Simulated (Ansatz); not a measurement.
# Direct or indirect: PbO2 sheet (P-3m1)

```xyz
3
Lattice="3.4133 0.0000 0.0000 1.7066 2.9560 0.0000 0.0000 0.0000 17.1200" Properties=species:S:1:pos:R:3 pbc="T T T"
Pb    1.7066    0.9853    8.5600
O     0.0000    0.0000    7.4981
O     3.4133    1.9706    9.6219
```

Method: Ansatz, PBE, independent particles, without spin-orbit coupling, line width 0.1 eV (Gaussian). The band structure gives a fundamental gap of 1.28 eV. The spectrum of vertical transitions near the edge:

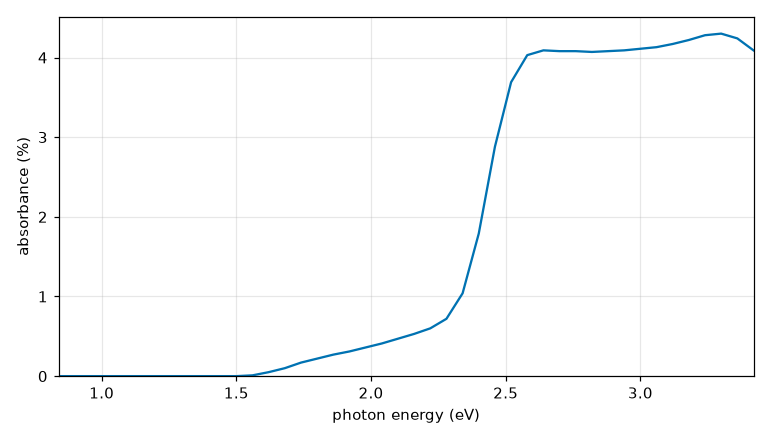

(1) Is the gap direct or indirect, and about where do vertical transitions set in?

Answers

(1) Indirect, by the band path, whose least direct gap is 1.63 eV. The curves fit this: they stay near zero above 1.28 eV and rise only from about 1.6 eV, though a forbidden direct transition would look alike. Lines are broadened by 0.1 eV, which spreads the edge, and phonons, which would give weak absorption from the fundamental gap up, are left out. Along the first axis the transitions at the gap are weak, so the curve there climbs slowly.

Cells made by substitution are models, which may or may not match a known phase.

[Logs are printed without paths, hosts, clocks, repeated set-up lines and the standing remarks that a program may print on its own settings, such as how far it seeks lower states.]
